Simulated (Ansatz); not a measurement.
# A convergence test on SiC (F-43m): k mesh of the density

How far can the k mesh of the density be lowered for the gap of SiC (F-43m)?

Program: Ansatz 0.2.0. Level of theory: DFT, PBE, plane waves, PAW. Results are calculated unless marked as measured.

### 1. The structure

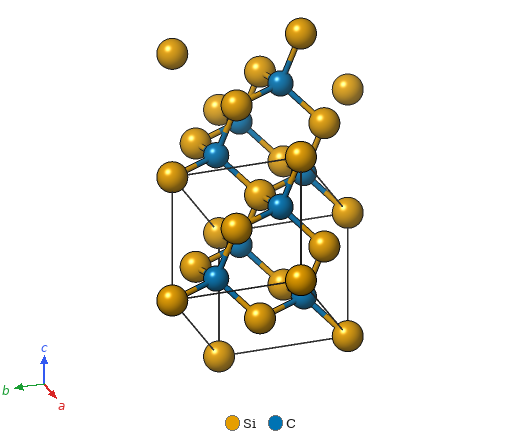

Start, viewed from a free direction; silicon orange, carbon blue. 1×1×2 cells are drawn. This picture shows the conventional cell, with its axes. Bonds to atoms that aren't drawn are left out. Some periodic images of atoms are drawn too.

The cell and positions come from the Crystallography Open Database and are kept as given unless a step says otherwise. The default PAW set here is soft_2. Its files were made with PBE.

### 2. k mesh of the density: 4×4×4

input.yaml

```yaml
crystal:
  lattice:
    - [0.0, 2.179, 2.179]
    - [2.179, 0.0, 2.179]
    - [2.179, 2.179, 0.0]
  atoms:
    - { symbol: Si, position: [0.0, 0.0, 0.0] }
    - { symbol: C, position: [0.25, 0.25, 0.25] }
kpoints:
  mp_grid: { grid: [4, 4, 4] }
  band_path:
    path:
      - [0.0, 0.0, 0.0]
      - [-0.5, -0.5, 0.0]
      - [-0.375, -0.375, 0.25]
      - [-0.375, 0.0, 0.375]
      - [0.0, 0.0, 0.5]
      - [-0.5, -0.25, 0.25]
    npoints: 1
hamiltonian:
  xc: pbe
scf:
  occupations: { method: fixed }
  n_extra_bands: 4
output:
  eigenvalues: true
  write_density: true
  write_potential: true
  elf: true
  volumetric_format: npy
```

Run with:

```sh
$ ansatz run input.yaml --threads 3 --pin off --max-ram 92160MiB --backend cuda --events-out ev --progress --plain --runs-dir out --devices 1 --max-vram 13GiB  # rebuilt from the run's record
```

Numbers of over 12 decimals in the logs are rounded to 6 here.

Log:

```text
scf.n_extra_bands = 4 over 4 filled bands (N_el = 8.0): the run solves 8 bands
GPUs: using 1 of 1 available (devices: 1).
Engine: ansatz 0.2.0, x86_64-unknown-linux-gnu
Pseudopotentials: kind: paw
Pseudopotential: Si, paw, valence charge 4, recommended cutoff 420 eV (normal), Si.paw.azcp
Pseudopotential: C, paw, valence charge 4, recommended cutoff 420 eV (normal), C.paw.azcp
Functional definition: PBE
  parameter kappa = 0.804
  parameter beta = 0.066725
  exchange = pbe_x(kappa = kappa, mu = beta*pi^2/3)
  correlation = pbe_c(beta = beta)
device memory: the entry about to start is reckoned to put 1.3 GiB on a device that reports 45.6 GiB free (of which the cap on the GPU budget leaves the run 13.0 GiB)
GPU FFT provider: cuFFT
GPU libraries: cuBLAS 13.8.2, cuFFT 12.4.0, cuSOLVER 12.3.4
Crystal: 2 atoms, lattice volume = 20.692 Å³
Basis set: ecut = 420 eV, 411 PW (Γ)
Bands: 8, of which v1, the nominal top of the filled ones, is band 4 counted from 1 (3 counted from 0)
Symmetry: 24 space group operations
Space group: F-43m (ITA 216), of the structure as read, at distance tolerance 2.7e-5 Å
k-points: 8 of 64 (time reversal used)
Non-local potential: Si, projectors of the file, l = 0: 2, l = 1: 2, l = 2: 2
Non-local potential: C, projectors of the file, l = 0: 2, l = 1: 2, l = 2: 1
PAW form: soft (Blöchl's): semilocal exchange-correlation on the pseudo side does not see the compensation charge
PAW one-centre angular grid: Si, 110 points (default); XC on 64 Gauss nodes
PAW one-centre angular grid: C, 110 points (default); XC on 64 Gauss nodes
Initial density: superposition of atomic densities (neutral atoms: chi_scale 0, normalization atom), corrected by the library's trained network
Initial wavefunctions: pseudopotential atomic-orbital guess
GPU buffer pool allocated for 13824 grid points (all kernels)
GPU transforms: local potential and band sums: pruned to the plane-wave sphere, on 24×24×24
Functional: x = pbe(κ = 0.804, μ = 0.219515), c = pbe(β = 0.066725)
SCF iter   1: F=—  HF=-887.031308 eV  |F-HF|=—  |Δ(HF+E_count)|=         —  Δρ=2.20e-3  dr2=1.06e-3  ethr=1.77e-3  ⟨swp⟩=4.6  Hψ=450  notcnv=0  defer=11
preconditioner: auto → none  [insulator: Δε(μ)=1.336 eV  Ē_g=13.968 eV  n_scr=0 (ndim 8)  ℏωp=23.1 eV  f_vac=0.000  ε∞_Penn≈3.7]
SCF iter   2: F=—  HF=-887.031224 eV  |F-HF|=—  |Δ(HF+E_count)|=   8.39e-5  Δρ=7.71e-4  dr2=6.55e-5  ethr=1.33e-5  ⟨swp⟩=2.6  Hψ=174  notcnv=0  defer=12
SCF iter   3: F=—  HF=-887.031253 eV  |F-HF|=—  |Δ(HF+E_count)|=   2.85e-5  Δρ=3.32e-4  dr2=1.17e-5  ethr=8.19e-7  ⟨swp⟩=2.0  Hψ=89  notcnv=0  defer=8
SCF iter   4: F=—  HF=-887.031267 eV  |F-HF|=—  |Δ(HF+E_count)|=   1.46e-5  Δρ=3.80e-5  dr2=1.32e-7  ethr=1.46e-7  ⟨swp⟩=2.6  Hψ=98  notcnv=0  defer=11
iter 5 did not close the SCF: its close was put off for the readings that it lacked (scf_convergence_deferred on its scf_iter line)
SCF iter   5: F=-887.031268 eV  HF=-887.031268 eV  |F-HF|=3.29e-9  |Δ(HF+E_count)|=   1.88e-7  Δρ=5.47e-6  dr2=6.16e-9  ethr=1.65e-9  ⟨swp⟩=2.0  Hψ=93  notcnv=0  defer=11
SCF iter   6: F=-887.031268 eV  HF=-887.031268 eV  |F-HF|=1.52e-11  |Δ(HF+E_count)|=  6.63e-10  Δρ=3.44e-7  dr2=9.33e-12  ethr=7.70e-11  ⟨swp⟩=3.1  Hψ=315  notcnv=0
SCF 1 converged in 6 iterations: F = -887.031268 eV  dr2 = 9.33e-12
[...]
device memory: the entry about to start is reckoned to put 0.6 GiB on a device that reports 48.5 GiB free (of which the cap on the GPU budget leaves the run 13.0 GiB)
NSCF: frozen V_eff on 6 k-points
SCF converged after 6 iterations
Free energy (F): -887.031268 eV
Harris-Foulkes:  -887.031268 eV  (|F-HF|=1.52e-11)
Internal energy: -887.031268 eV  (E = F + TS)
E sigma→0 (E₀):  -887.031268 eV
Fermi energy:    9.537810 eV
--- Per-component energies (eV) ---
  E_band       = 29.141544
  E_kinetic    = 136.315004
  E_local      = -104.984269  (includes V_loc(G=0)·N_el)
  E_nonlocal   = 51.702193
  E_hartree    = 32.406277
  E_xc         = -105.516794
  E_vxc        = -109.393517  (∫ρ·V_xc dr)
  E_paw        = -612.169911  (= ΣΔE_a)
  E_vpaw       = -9.310426  (= ΣTr[D̂ρ^β])
  E_aug_tail   = 0.000011  (compensation charges beyond the density's cutoff)
  E_ewald      = -284.783780
  E_smearing   = -0.000000  (= −TS)
  E_closure    = 0.000000  (closes the sum)
  Σ components = -887.031268   (vs F -887.031268, Δ=0.00e0)
--- Band table (eV; the first three rows and the last of 8) ---
  k-point 0: bands = ["-5.8924", "9.5378", "9.5378", "9.5378", "15.7416", "16.7971", "16.7971", "16.7971"]
  k-point 1: bands = ["-4.6946", "5.2274", "8.9277", "8.9277", "15.4893", "17.3990", "17.3990", "18.8684"]
  k-point 2: bands = ["-2.3139", "0.9688", "8.4787", "8.4787", "14.9360", "16.7158", "16.7158", "19.5600"]
  k-point 7: bands = ["-0.6209", "2.4833", "4.5270", "4.8219", "14.7210", "18.9315", "18.9747", "19.2724"]
```

Elapsed: 4 s, on 1 × NVIDIA H100 80GB HBM3 (shared by 6 runs) with 3 threads of AMD EPYC 7R13 (Zen 3), shared host; peak memory 0.86 GiB.

In the SCF lines HF is the Harris–Foulkes energy and dr2 the Hartree energy of the density residual, in eV; the loop may stop once dr2 is under the threshold and the program's other checks hold. Hψ counts applications of the Hamiltonian.

Numbers from this step:

* gap: 1.312 eV
* valence top at: Γ
* conduction bottom at: X
* least direct gap: 4.517 eV

The gap is indirect, with the least direct gap 3.20 eV higher.

### 3. k mesh of the density: 6×6×6

input.yaml, as its differences from that of step 2:

```diff
@@ -9,3 +9,3 @@
 kpoints:
-  mp_grid: { grid: [4, 4, 4] }
+  mp_grid: { grid: [6, 6, 6] }
   band_path:
@@ -26,5 +26 @@
   eigenvalues: true
-  write_density: true
-  write_potential: true
-  elf: true
-  volumetric_format: npy
```

Log:

```text
[...]
GPUs: using 1 of 1 available (devices: 1).
[...]
GPU FFT provider: cuFFT
GPU libraries: cuBLAS 13.8.2, cuFFT 12.4.0, cuSOLVER 12.3.4
Crystal: 2 atoms, lattice volume = 20.692 Å³
Basis set: ecut = 420 eV, 411 PW (Γ)
Bands: 8, of which v1, the nominal top of the filled ones, is band 4 counted from 1 (3 counted from 0)
[... 1 set-up line as in the run before ...]
[...]
SCF 1 converged in 6 iterations: F = -887.146516 eV  dr2 = 1.13e-11
[...]
NSCF: frozen V_eff on 6 k-points
SCF converged after 6 iterations
Free energy (F): -887.146516 eV
[...]
Internal energy: -887.146516 eV  (E = F + TS)
E sigma→0 (E₀):  -887.146516 eV
Fermi energy:    9.487149 eV
[...]
--- Band table (eV; the first three rows and the last of 16) ---
[...]
```

Wall time 3.6 s (1 × NVIDIA H100 80GB HBM3 (shared by 6 runs) with 3 threads); peak memory 0.85 GiB; 2.6 s of CPU time.

Numbers from this step:

| Quantity | Value |
| --- | --- |
| gap | 1.353 eV |
| valence top at | Γ |
| conduction bottom at | X |
| least direct gap | 4.542 eV |

The gap is 1.353 eV, +0.041 eV from the run before at this level.

### 4. k mesh of the density: 10×10×10 (the default)

input.yaml, the sections that differ from step 3:

```yaml
kpoints:
  mp_grid: { grid: [10, 10, 10] }
  band_path:
    path:
      - [[0.0, 0.0, 0.0], [-0.5, -0.5, 0.0], [-0.375, -0.375, 0.25]]
      - [[-0.375, 0.0, 0.375], [0.0, 0.0, 0.0], [0.0, 0.0, 0.5], [-0.5, -0.25, 0.25], [-0.5, -0.5, 0.0]]
    npoints: 10
scf:
  occupations: { method: fermi_dirac, width: 0.02 }
  n_extra_bands: 4
output:
  eigenvalues: true
  write_density: true
  write_potential: true
  elf: true
  volumetric_format: npy
# crystal, hamiltonian: as in step 3
```

Log:

```text
[...]
GPUs: using 1 of 1 available (devices: 1).
[...]
GPU FFT provider: cuFFT
GPU libraries: cuBLAS 13.8.2, cuFFT 12.4.0, cuSOLVER 12.3.4
Crystal: 2 atoms, lattice volume = 20.692 Å³
Basis set: ecut = 420 eV, 411 PW (Γ)
Bands: 8, of which v1, the nominal top of the filled ones, is band 4 counted from 1 (3 counted from 0)
[... 1 set-up line as in the run before ...]
[...]
SCF 1 converged in 6 iterations: F = -887.156991 eV  dr2 = 2.57e-11
[...]
NSCF: frozen V_eff on 62 k-points, pencils in batches of 32, up to order 40
SCF converged after 6 iterations
Free energy (F): -887.156991 eV
[...]
Internal energy: -887.156991 eV  (E = F + TS)
E sigma→0 (E₀):  -887.156991 eV
Fermi energy:    10.160074 eV
[...]
--- Band table (eV; the first three rows and the last of 47) ---
[...]
```

Elapsed: 4.1 s, on 1 × NVIDIA H100 80GB HBM3 (shared by 6 runs) with 3 threads; peak memory 0.87 GiB.

Numbers from this step:

```yaml
gap: 1.359 eV
valence_top_at: Γ
conduction_bottom_at: X
least_direct_gap: 4.546 eV
```

The gap is 1.359 eV, +0.006 eV from the run before at this level.

### 5. k mesh of the density: 14×14×14

input.yaml, the sections that differ from step 4:

```yaml
kpoints:
  mp_grid: { grid: [14, 14, 14] }
  band_path:
    path:
      - [0.0, 0.0, 0.0]
      - [-0.5, -0.5, 0.0]
      - [-0.375, -0.375, 0.25]
      - [-0.375, 0.0, 0.375]
      - [0.0, 0.0, 0.5]
      - [-0.5, -0.25, 0.25]
    npoints: 1
scf:
  occupations: { method: fixed }
  n_extra_bands: 4
output:
  eigenvalues: true
# crystal, hamiltonian: as in step 4
```

Log:

```text
[...]
GPUs: using 1 of 1 available (devices: 1).
[...]
GPU FFT provider: cuFFT
GPU libraries: cuBLAS 13.8.2, cuFFT 12.4.0, cuSOLVER 12.3.4
Crystal: 2 atoms, lattice volume = 20.692 Å³
Basis set: ecut = 420 eV, 411 PW (Γ)
Bands: 8, of which v1, the nominal top of the filled ones, is band 4 counted from 1 (3 counted from 0)
[... 1 set-up line as in the run before ...]
[...]
SCF 1 converged in 6 iterations: F = -887.157120 eV  dr2 = 7.22e-11
[...]
SCF converged after 6 iterations
Free energy (F): -887.157120 eV
[...]
Internal energy: -887.157120 eV  (E = F + TS)
E sigma→0 (E₀):  -887.157120 eV
Fermi energy:    9.479408 eV
[...]
--- Band table (eV; the first three rows and the last of 104) ---
[...]
```

Wall time 3.7 s (1 × NVIDIA H100 80GB HBM3 (shared by 6 runs) with 3 threads); peak memory 0.85 GiB; 3.8 s of CPU time.

This step gave:

* gap: 1.360 eV
* valence top at: Γ
* conduction bottom at: X
* least direct gap: 4.546 eV

The gap is 1.360 eV, as in the run before at this level.

### 6. The series

Differences are against the last row; a negative gap means that bands overlap, and a run with a band path holds that path's time. Times are wall times on 1 × NVIDIA H100 80GB HBM3 (shared by 6 runs) with 3 threads of AMD EPYC 7R13 (Zen 3), shared host, good to a factor of about two.

| k mesh of the density | gap (eV) | direct gap (eV) | gap error (eV) | energy error (meV/atom) | irreducible k | time |
| --- | --- | --- | --- | --- | --- | --- |
| 4×4×4 | 1.312 | 4.517 | −0.047 | +62.9 | 8 | 4 s |
| 6×6×6 | 1.353 | 4.542 | −0.006 | +5.3 | 16 | 3.6 s |
| 10×10×10 | 1.359 | 4.546 | −0.0002 | +0.1 | 47 | 4.1 s |
| 14×14×14 | 1.360 | 4.546 | +0.000 | +0.0 | 104 | 3.7 s |

### 7. Results

```
4×4×4    : 1.312 eV
6×6×6    : 1.353 eV
10×10×10 : 1.359 eV
14×14×14 : 1.360 eV
```

In words: The gap holds to 0.02 eV from 6×6×6 on. At 4×4×4 the gap is off by −0.047 eV and the energy by +63 meV/atom. The gap is read over the mesh and added points near the edges, so meshes differ mainly through the density and, for a hybrid, the exchange operator.

[Paths, hosts, dates, memory and timing lines, banners, echoed tables and standing remarks are left out of the program output.]

[Logs are printed without paths, hosts, clocks, repeated set-up lines and the standing remarks that a program may print on its own settings, such as how far it seeks lower states.]

[Runs of the session that timed out or met a known fault of the program may be left out.]

[Cells called generated may have been cut or substituted from an entry of the Crystallography Open Database or the Materials Project.]

[Hosts, paths, dates, database ids (printed as entryN), source tags and the programs' standing remarks are cut or masked in the printed files.]
